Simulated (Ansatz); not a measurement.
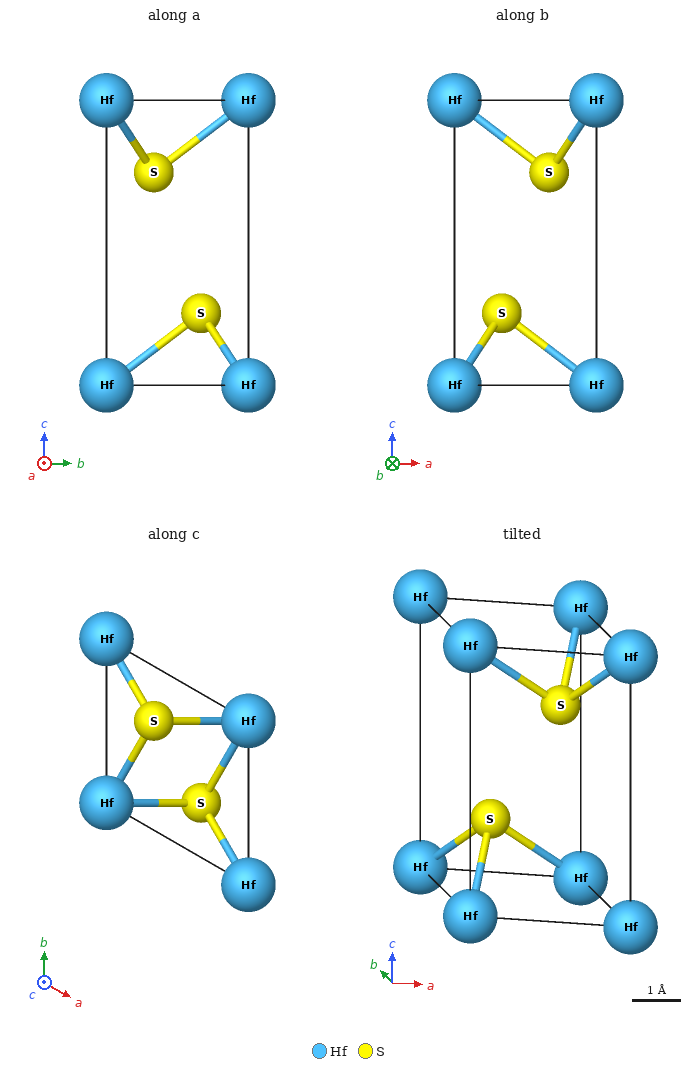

Structure drawing (ball-and-stick), viewed along the a axis, along the b axis, along the c axis and slightly off an axis. The conventional unit cell is drawn as a box.

Lattice parameters: a = 3.449 Å, b = 3.449 Å, c = 5.996 Å, α = 90.00°, β = 90.00°, γ = 120.00°.

**Put the structure into a table of Wyckoff sites, with free fractional coordinates to two decimals.**

Space group P-3m1 (No. 164).
```tsv
atom	site	x	y	z
Hf	1a	0.00	0.00	0.00
S	2d	0.3333	0.6667	0.25
```

The initial geometry was a structure type filled with these elements by a generator (whether the compound takes this form wasn't checked). The cell was then strained or its atoms displaced on purpose. It was the input of a calculation with Ansatz.

At this level of theory the cell isn't at rest (compressed, at 8 GPa), so its distances can differ from those at equilibrium, the more so the softer the solid.
